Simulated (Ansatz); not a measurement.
**Geometry relaxation of Cs₁₇Br₁₆ (charge +1) (part 1 of 2)**

System: Cs₁₇Br₁₆ (defect cell, 33 atoms in the cell, total charge +1).
Method: DFT PBE, scalar-relativistic, plane waves, PAW, no spin polarisation (Ansatz 0.2.0).

The structure derives from a Materials Project entry. It belongs to a series of runs on one base structure; here: Cs interstitial, charge +1, atoms relaxed at the host's cell. Figures and captions count atoms from 1; the log counts them from 0 in places.

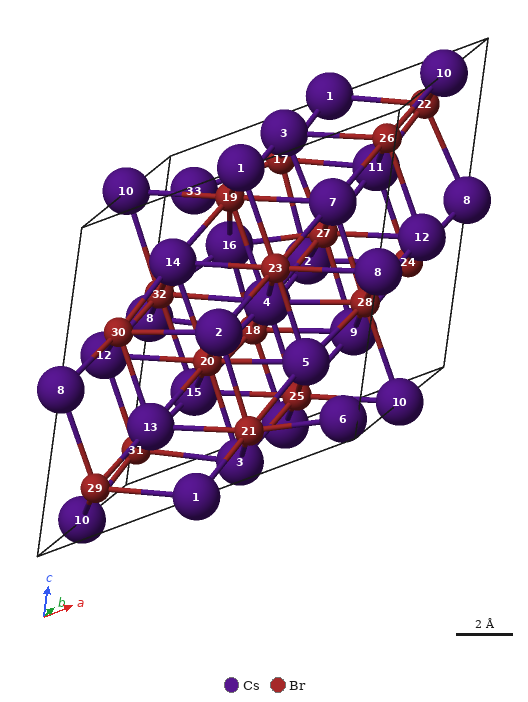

Fig. 1: The starting structure (ball-and-stick view of the cell of the calculation, seen slightly off an axis; atoms are numbered from 1 in the order of the input).

Input:
```yaml
crystal:
  lattice:
    - [8.7730137509, 8.7730137509, 0.0]
    - [8.7730137509, 0.0, -8.7730137509]
    - [0.0, 8.7730137509, -8.7730137509]
  atoms:
    - { symbol: Cs, position: [0.5006415558, 0.9991448265, 1.0029718004] }
    - { symbol: Cs, position: [0.501410803, -0.0008561141, 0.5020790941] }
    - { symbol: Cs, position: [0.4973843961, 0.5026156039, -1.53391e-05] }
    - { symbol: Cs, position: [0.5214272006, 0.4785727994, 0.4831176908] }
    - { symbol: Cs, position: [0.7331176908, 0.2668823092, 0.2714272006] }
    - { symbol: Cs, position: [-0.0651945481, 1.0651945481, 1.0688825223] }
    - { symbol: Cs, position: [0.7566485221, 0.2433514779, 0.7540784438] }
    - { symbol: Cs, position: [0.0040784438, -0.0040784438, 0.5066485221] }
    - { symbol: Cs, position: [0.7520790941, 0.747366217, 0.251410803] }
    - { symbol: Cs, position: [0.0008561141, 0.498589197, 0.002633783] }
    - { symbol: Cs, position: [0.7527581827, 0.7470281996, 0.7508551735] }
    - { symbol: Cs, position: [0.0008551735, 0.4993584442, 0.5027581827] }
    - { symbol: Cs, position: [0.2529718004, 0.2472418173, 0.2506415558] }
    - { symbol: Cs, position: [0.252633783, 0.2479209059, 0.7508561141] }
    - { symbol: Cs, position: [0.2499846609, 0.7500153391, 0.2473843961] }
    - { symbol: Cs, position: [0.3188825223, 0.6811174777, 0.6848054519] }
    - { symbol: Br, position: [0.3997452839, 0.8768148043, 0.8731851957] }
    - { symbol: Br, position: [0.3845425224, 0.8739308351, 0.3613437446] }
    - { symbol: Br, position: [0.3840210405, 0.3575266263, 0.8774670772] }
    - { symbol: Br, position: [0.3794832812, 0.37401242, 0.37598758] }
    - { symbol: Br, position: [0.6113437446, 0.1301828979, 0.1345425224] }
    - { symbol: Br, position: [0.8537591617, 0.869441687, 0.880558313] }
    - { symbol: Br, position: [0.6278073526, 0.1252279343, 0.6247720657] }
    - { symbol: Br, position: [0.869014744, 0.8725329228, 0.3924733737] }
    - { symbol: Br, position: [0.62598758, 0.6205167188, 0.1294832812] }
    - { symbol: Br, position: [0.8698171021, 0.3886562554, 0.8760691649] }
    - { symbol: Br, position: [0.6424733737, 0.6159789595, 0.619014744] }
    - { symbol: Br, position: [0.8747720657, 0.3721926474, 0.3778073526] }
    - { symbol: Br, position: [0.1274670772, 0.130985256, 0.1340210405] }
    - { symbol: Br, position: [0.130558313, 0.1462408383, 0.6037591617] }
    - { symbol: Br, position: [0.1231851957, 0.6002547161, 0.1497452839] }
    - { symbol: Br, position: [0.1260691649, 0.6154574776, 0.6198171021] }
    - { symbol: Cs, position: [0.1269176018, 0.8730823982, 0.8769176018] }
  host:
    lattice:
      - [4.3865068755, 0.0, 0.0]
      - [0.0, 4.3865068755, 0.0]
      - [0.0, 0.0, 4.3865068755]
    atoms:
      - { symbol: Cs, position: [0.0, 0.0, 0.0] }
      - { symbol: Br, position: [0.5, 0.5, 0.5] }
total_charge: 1
basis:
  ecutwfc: 420
  xc_grid: 2
kpoints:
  mp_grid: { grid: [2, 2, 2], shift: [0.0, 0.0, 0.0] }
hamiltonian:
  xc: pbe
scf:
  occupations: { method: gaussian, width: 0.01 }
output:
  forces: true
  stress: false
  eigenvalues: true
  charged_corrections:
    defect_position: [0.1875, 0.8125, 0.9375]
    epsilon: [[9.5485, 0.0, 0.0], [0.0, 9.5485, 0.0], [0.0, 0.0, 9.5485]]
  write_density: true
  write_potential: true
  elf: true
  volumetric_format: npy
relax:
  adjacent_minimum: "off"
  f_tol: 0.025
  max_steps: 45
```

Hardware: 4 threads of Arm Neoverse V1, 24 GiB of memory available, shared host.

Launched with:
```bash
ansatz run input.yaml --threads 4 --pin off --max-ram 6144MiB --backend cpu --events-out ev --progress --plain --runs-dir out
```

The program's output:
```
Engine: ansatz 0.2.0, aarch64-unknown-linux-gnu
Pseudopotentials: kind: paw
Pseudopotential: Cs, paw, valence charge 9, recommended cutoff 420 eV (normal), Cs.paw.azcp
Pseudopotential: Br, paw, valence charge 7, recommended cutoff 420 eV (normal), Br.paw.azcp
Functional definition: PBE
  parameter kappa = 0.804
  parameter beta = 0.06672455060314922
  exchange = pbe_x(kappa = kappa, mu = beta*pi^2/3)
  correlation = pbe_c(beta = beta)
Crystal: 33 atoms, lattice volume = 1350.444 Å³
Basis set: ecut = 420 eV, 26469 PW (Γ), exchange–correlation on 180×180×180 points (8 copies of the dense FFT grid, shifted against one another)
Bands: 165, of which v1, the nominal top of the filled ones, is band 132 counted from 1 (131 counted from 0)
Symmetry: 4 space group operations
Space group: Fmm2 (ITA 42), of the structure as read, at distance tolerance 1.1e-4 Å
k-points: 5 of 8
Non-local potential: Cs, projectors of the file, l = 0: 3, l = 1: 2, l = 2: 2, l = 3: 2
Non-local potential: Br, projectors of the file, l = 0: 2, l = 1: 2, l = 2: 2
PAW form: soft (Blöchl's): semilocal exchange-correlation on the pseudo side does not see the compensation charge
PAW one-centre angular grid: Cs, 194 points (default); XC on 64 Gauss nodes
PAW one-centre angular grid: Br, 110 points (default); XC on 64 Gauss nodes
Initial density: superposition of atomic densities (neutral atoms scaled as one to the charged cell's electrons: chi_scale 0, normalization atom), corrected by the library's trained network
Initial wavefunctions: pseudopotential atomic-orbital guess
Functional: x = pbe(κ = 0.804, μ = 0.2195149727645171), c = pbe(β = 0.06672455060314922)
SCF iter   1: F=—  HF=-140994.889711 eV  |F-HF|=—  |Δ(HF+E_count)|=         —  Δρ=1.52e-3  dr2=5.62e-2  ethr=1.77e-3  ⟨swp⟩=14.0  Hψ=5586  notcnv=0  defer=24
preconditioner: auto → Resta (q_TF=auto, 2.078 Å⁻¹)  ε∞=3.0  [insulator: Δε(μ)=4.157 eV  Ē_g=10.807 eV  σ=0.010 eV  W_gap=1.00  n_scr=180 (ndim 8)  ℏωp=15.3 eV  f_vac=0.003  D(μ)=0.00/eV (n_scr^D=0)  ε∞_Penn≈3.0]
SCF iter   2: F=—  HF=-140994.879834 eV  |F-HF|=—  |Δ(HF+E_count)|=   9.88e-3  Δρ=6.69e-4  dr2=1.37e-2  ethr=2.13e-5  ⟨swp⟩=3.8  Hψ=1885  notcnv=0  defer=140
SCF iter   3: F=—  HF=-140994.875622 eV  |F-HF|=—  |Δ(HF+E_count)|=   4.21e-3  Δρ=2.06e-4  dr2=8.50e-4  ethr=5.20e-6  ⟨swp⟩=3.0  Hψ=1380  notcnv=0  defer=140
SCF iter   4: F=—  HF=-140994.875583 eV  |F-HF|=—  |Δ(HF+E_count)|=   3.89e-5  Δρ=6.98e-5  dr2=7.97e-5  ethr=3.22e-7  ⟨swp⟩=2.0  Hψ=1213  notcnv=0  defer=140
iter 5 did not close the SCF: its close was put off for the readings that it lacked (scf_convergence_deferred on its scf_iter line)
SCF iter   5: F=-140994.875647 eV  HF=-140994.875643 eV  |F-HF|=3.80e-6  |Δ(HF+E_count)|=   5.99e-5  Δρ=1.21e-5  dr2=2.69e-6  ethr=3.02e-8  ⟨swp⟩=2.0  Hψ=1345  notcnv=0  defer=140
SCF iter   6: F=-140994.875648 eV  HF=-140994.875648 eV  |F-HF|=1.29e-7  |Δ(HF+E_count)|=   4.49e-6  Δρ=2.71e-6  dr2=2.07e-7  ethr=1.02e-9  ⟨swp⟩=20.0  Hψ=8423  notcnv=0
SCF 1 converged in 6 iterations: F = -140994.875648 eV  dr2 = 2.07e-7
  greatest PAW one-centre occupation: 0.926 electrons in one spin orbital (limit 2), on the Cs atom at site 15 (counted from 0), in its partial waves of l = 0
relax step   1: F+E_penalty+E_count = -140994.87564766 eV  Δ(F+E_penalty+E_count) = +0.000e0 eV  max|allowed force component| = 1.841e-1 eV/Å  Δτ_max = 0.0000 Å  (6 SCF iters, dr2 threshold 1.56e-5 eV, accepted)
Initial density: handed on by an earlier stage of this run
Initial wavefunctions: those handed on with the density
iter 1 solved again at ethr=1.74e-5 eV; its pass at ethr=3.10e-3 eV (dr2=4.60e-2 eV) is discarded
SCF iter   1: F=—  HF=-140994.950877 eV  |F-HF|=—  |Δ(HF+E_count)|=         —  Δρ=1.28e-3  dr2=5.33e-2  ethr=1.74e-5  ⟨swp⟩=3.0  Hψ=2656  notcnv=0  defer=140
preconditioner: auto → Resta (q_TF=auto, 2.078 Å⁻¹)  ε∞=3.0  [insulator: Δε(μ)=4.252 eV  Ē_g=10.826 eV  σ=0.010 eV  W_gap=1.00  n_scr=180 (ndim 8)  ℏωp=15.3 eV  f_vac=0.005  D(μ)=0.00/eV (n_scr^D=0)  ε∞_Penn≈3.0]
SCF iter   2: F=—  HF=-140994.936819 eV  |F-HF|=—  |Δ(HF+E_count)|=   1.41e-2  Δρ=5.05e-4  dr2=6.26e-3  ethr=1.74e-5  ⟨swp⟩=3.6  Hψ=1220  notcnv=0  defer=140
SCF iter   3: F=—  HF=-140994.935231 eV  |F-HF|=—  |Δ(HF+E_count)|=   1.59e-3  Δρ=1.21e-4  dr2=2.59e-4  ethr=2.37e-6  ⟨swp⟩=2.6  Hψ=1208  notcnv=0  defer=140
SCF iter   4: F=—  HF=-140994.935819 eV  |F-HF|=—  |Δ(HF+E_count)|=   5.87e-4  Δρ=1.53e-5  dr2=5.72e-6  ethr=9.83e-8  ⟨swp⟩=2.0  Hψ=1321  notcnv=0  defer=140
SCF iter   5: F=-140994.935823 eV  HF=-140994.935822 eV  |F-HF|=7.89e-8  |Δ(HF+E_count)|=   3.81e-6  Δρ=4.37e-6  dr2=3.75e-7  ethr=8.02e-10  ⟨swp⟩=23.0  Hψ=8707  notcnv=0
SCF 2 converged in 5 iterations: F = -140994.935823 eV  dr2 = 3.75e-7
relax step   2: F+E_penalty+E_count = -140994.93582253 eV  Δ(F+E_penalty+E_count) = -6.017e-2 eV  max|allowed force component| = 6.719e-2 eV/Å  Δτ_max = 0.0647 Å  (5 SCF iters, dr2 threshold 2.12e-6 eV, accepted)
SCF iter   1: F=—  HF=-140994.942073 eV  |F-HF|=—  |Δ(HF+E_count)|=         —  Δρ=3.96e-4  dr2=4.79e-3  ethr=2.20e-5  ⟨swp⟩=4.2  Hψ=1559  notcnv=0  defer=140
preconditioner: auto → Resta (q_TF=auto, 2.078 Å⁻¹)  ε∞=3.0  [insulator: Δε(μ)=4.249 eV  Ē_g=10.818 eV  σ=0.010 eV  W_gap=1.00  n_scr=180 (ndim 8)  ℏωp=15.3 eV  f_vac=0.004  D(μ)=0.00/eV (n_scr^D=0)  ε∞_Penn≈3.0]
SCF iter   2: F=—  HF=-140994.940754 eV  |F-HF|=—  |Δ(HF+E_count)|=   1.32e-3  Δρ=1.73e-4  dr2=8.38e-4  ethr=1.82e-6  ⟨swp⟩=2.0  Hψ=1321  notcnv=0  defer=140
SCF iter   3: F=—  HF=-140994.940499 eV  |F-HF|=—  |Δ(HF+E_count)|=   2.55e-4  Δρ=3.54e-5  dr2=2.67e-5  ethr=3.17e-7  ⟨swp⟩=2.4  Hψ=1178  notcnv=0  defer=140
SCF iter   4: F=—  HF=-140994.941074 eV  |F-HF|=—  |Δ(HF+E_count)|=   5.75e-4  Δρ=7.13e-6  dr2=1.77e-6  ethr=1.01e-8  ⟨swp⟩=2.0  Hψ=1282  notcnv=0  defer=140
SCF iter   5: F=-140994.941074 eV  HF=-140994.941074 eV  |F-HF|=9.48e-8  |Δ(HF+E_count)|=   4.72e-7  Δρ=2.30e-6  dr2=8.15e-8  ethr=3.79e-11  ⟨swp⟩=18.8  Hψ=8026  notcnv=0
SCF 3 converged in 5 iterations: F = -140994.941074 eV  dr2 = 8.15e-8
relax step   3: F+E_penalty+E_count = -140994.94107422 eV  Δ(F+E_penalty+E_count) = -5.252e-3 eV  max|allowed force component| = 2.356e-2 eV/Å  Δτ_max = 0.0235 Å  (5 SCF iters, accepted)
```

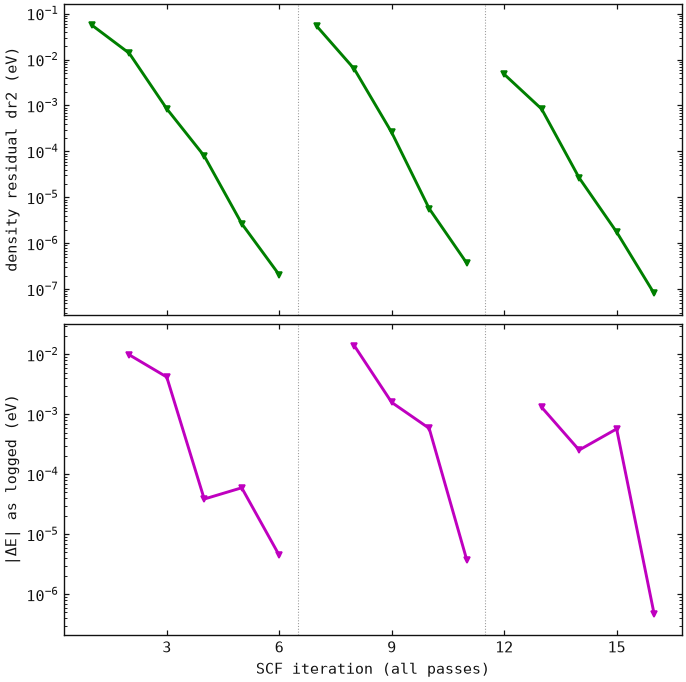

Fig. 2: Convergence of the self-consistent field: density residual dr2 and size of the energy change against the SCF iteration. The dotted lines part the SCF passes of the relaxation: geometry steps, rejected trials and re-solves on a re-selected basis. The passes take 6, 5 and 5 iterations.

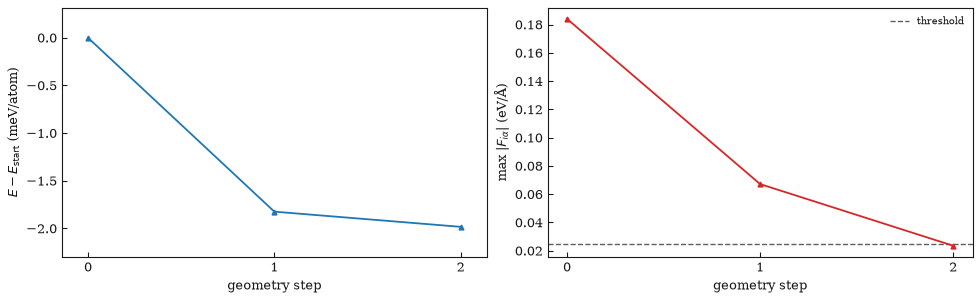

Fig. 3: Progress of the relaxation, step by step (the first geometry is step 0 here and step 1 in the log).

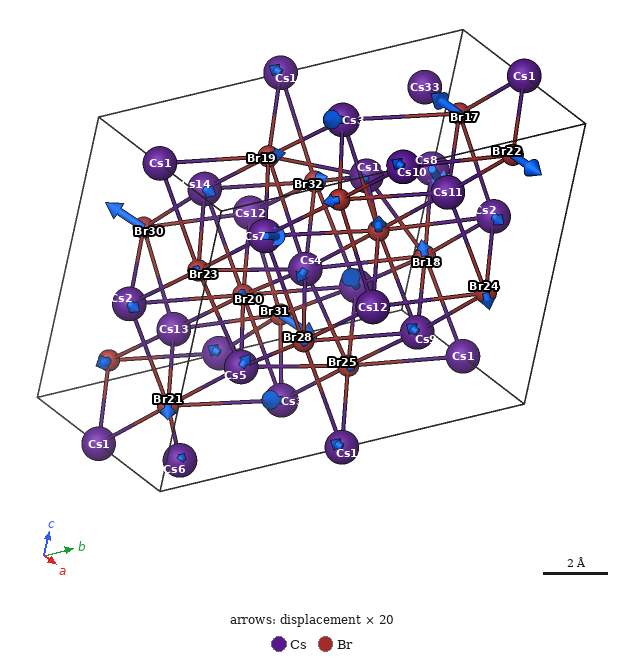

Fig. 4: The starting structure with the displacements as blue arrows, magnified 20 times (ball-and-stick view of the cell of the calculation, seen slightly off an axis). The energy falls by 2.0 meV per atom in 2 geometry steps. Largest force component: 0.18 eV/Å at the start, 0.024 eV/Å at the end. The largest moves, 0.074 Å, are those of Br22 and Br30. By element the largest moves are Br 0.074 Å, Cs 0.069 Å. The lattice vectors keep their values. Among the contacts that change: Br17–Cs33 3.385 → 3.322 Å, Cs11–Br17 3.581 → 3.629 Å, Cs7–Br19 3.777 → 3.737 Å, Cs15–Br18 3.775 → 3.736 Å. (Atoms are counted from 1 in the order of the input.)

```
SCF converged after 5 iterations
Free energy (F): -140994.941074 eV
Harris-Foulkes:  -140994.941074 eV  (|F-HF|=9.48e-8)
Internal energy: -140994.941074 eV  (E = F + TS)
E sigma→0 (E₀):  -140994.941074 eV
Fermi energy:    5.025375 eV
--- Per-component energies (eV) ---
  E_band       = -1028.172263
  E_kinetic    = 4567.436989
  E_local      = -7185.270366  (includes V_loc(G=0)·N_el)
  E_nonlocal   = 1634.371888
  E_hartree    = 2158.201280
  E_xc         = -7208.555192
  E_vxc        = -3824.126126  (∫ρ·V_xc dr)
  E_paw        = -122079.332094  (= ΣΔE_a)
  E_vpaw       = -536.986410  (= ΣTr[D̂ρ^β])
  E_aug_tail   = -0.000027  (compensation charges beyond the density's cutoff)
  E_ewald      = -12881.793552
  E_smearing   = -0.000000  (= −TS)
  E_closure    = -0.000000  (closes the sum)
  E_deformation_potential = 11.098517  (in the stress; not in F)
  Σ components = -140994.941074   (vs F -140994.941074, Δ=0.00e0)
--- Forces (eV/Å), atoms counted from 1 ---
  atom   1  Cs     0.00035155     0.00037678     0.00368552
  atom   2  Cs     0.00880976     0.00074951     0.00468532
  atom   3  Cs     0.00000000     0.02198046     0.00443062
  atom   4  Cs     0.00000000    -0.00178899    -0.01227250
  atom   5  Cs     0.00000000    -0.00178899     0.01227250
  atom   6  Cs     0.00000000     0.00012460     0.00205804
  atom   7  Cs    -0.00000000    -0.02355643    -0.00427974
  atom   8  Cs    -0.00000000    -0.02355643     0.00427974
  atom   9  Cs    -0.00880976     0.00074951    -0.00468532
  atom  10  Cs    -0.00880976     0.00074951     0.00468532
  atom  11  Cs     0.00035155     0.00037678    -0.00368552
  atom  12  Cs    -0.00035155     0.00037678     0.00368552
  atom  13  Cs    -0.00035155     0.00037678    -0.00368552
  atom  14  Cs     0.00880976     0.00074951    -0.00468532
  atom  15  Cs     0.00000000     0.02198046    -0.00443062
  atom  16  Cs     0.00000000     0.00012460    -0.00205804
  atom  17  Br     0.00274410     0.01534987     0.00000000
  atom  18  Br     0.00165665    -0.00336271     0.00937606
  atom  19  Br    -0.00196199     0.00378499     0.00877815
  atom  20  Br    -0.00046357     0.00062608     0.00000000
  atom  21  Br    -0.00165665    -0.00336271    -0.00937606
  atom  22  Br    -0.00319830    -0.01510782     0.00000000
  atom  23  Br     0.00012432    -0.00090503     0.00000000
  atom  24  Br    -0.00196199     0.00378499    -0.00877815
  atom  25  Br     0.00046357     0.00062608     0.00000000
  atom  26  Br     0.00165665    -0.00336271    -0.00937606
  atom  27  Br     0.00196199     0.00378499     0.00877815
  atom  28  Br    -0.00012432    -0.00090503     0.00000000
  atom  29  Br     0.00196199     0.00378499    -0.00877815
  atom  30  Br     0.00319830    -0.01510782     0.00000000
  atom  31  Br    -0.00274410     0.01534987     0.00000000
  atom  32  Br    -0.00165665    -0.00336271     0.00937606
  atom  33  Cs     0.00000000     0.00035795     0.00000000
  max |Σ_I F_I| component: 2.24e-6 eV/Å
--- Charged-cell corrections in eV (Makov–Payne, q = +1.000 e, ε = 9.549) ---
  F (periodic)     = -140994.941074  (uncorrected; the corrections below are reported, never added to it)
  E_corr1          = +0.197031  (monopole, q²α_M/2εL)
  F Makov-Payne    = -140994.744043  (F + E_corr1; no measured alignment; for a localised charge, not one spread in a band: unchecked)
  no potential alignment in this run, which stands beside a crystal: run the host's input off ansatz write-host-input, and read the two finished runs by ansatz place-levels (neither reads a slab, a wire or a sheet, whose cell leaves a vacuum)
--- Band table (eV; the first three rows and the last of 5) ---
  k-point 0: bands = ["-17.4910", "-17.3116", "-17.2062", "-17.0867", "-17.0328", "-16.8534", "-16.8444", "-16.8354", "-16.8337", "-16.8274", "-16.8257", "-16.8169", "-16.8087", "-16.6045", "-16.5904", "-16.5879", "-16.5679", "-9.5203", "-9.5189", "-9.4836", "-9.4744", "-9.4374", "-9.4201", "-9.4201", "-9.4113", "-9.4109", "-9.4067", "-9.3724", "-9.3326", "-9.2937", "-9.2752", "-9.2741", "-9.2181", "-5.5516", "-5.0074", "-4.3469", "-4.3428", "-4.1407", "-4.1367", "-4.0624", "-4.0583", "-4.0013", "-4.0009", "-3.9956", "-3.9814", "-3.9509", "-3.9042", "-3.9033", "-3.8583", "-3.8138", "-3.8088", "-3.8077", "-3.8023", "-3.7246", "-3.7216", "-3.7043", "-3.7014", "-3.6966", "-3.6953", "-3.6940", "-3.6926", "-3.6894", "-3.6856", "-3.6847", "-3.6649", "-3.6628", "-3.6361", "-3.6272", "-3.5401", "-3.5344", "-3.4777", "-3.4688", "-3.4674", "-3.4640", "-3.4631", "-3.4573", "-3.4511", "-3.4345", "-3.3300", "-3.3278", "-3.2672", "-3.2647", "-3.1995", "-3.0031", "1.6610", "1.6907", "1.7085", "1.8656", "1.9252", "1.9263", "2.0973", "2.1701", "2.1761", "2.2758", "2.2775", "2.2786", "2.2895", "2.2985", "2.3001", "2.3174", "2.3198", "2.3291", "2.3401", "2.3528", "2.3843", "2.3847", "2.3851", "2.3867", "2.3957", "2.3973", "2.4145", "2.4187", "2.4212", "2.4214", "2.4433", "2.4501", "2.5481", "2.5488", "2.5692", "2.5817", "2.5847", "2.7339", "2.7419", "2.7466", "2.7487", "2.7759", "2.7770", "2.8774", "2.8815", "2.8825", "2.8960", "2.9018", "7.1490", "7.7332", "7.8931", "7.9037", "7.9360", "8.0510", "8.1937", "8.2145", "8.2163", "8.2250", "8.4996", "8.6464", "8.8973", "8.9502", "9.0037", "9.0100", "9.3829", "9.4147", "9.4160", "9.4621", "9.4644", "9.4737", "9.5724", "9.5775", "9.5843", "9.5940", "9.6120", "9.6524", "9.8030", "9.8080", "9.8321", "9.8471", "9.8566"]
```
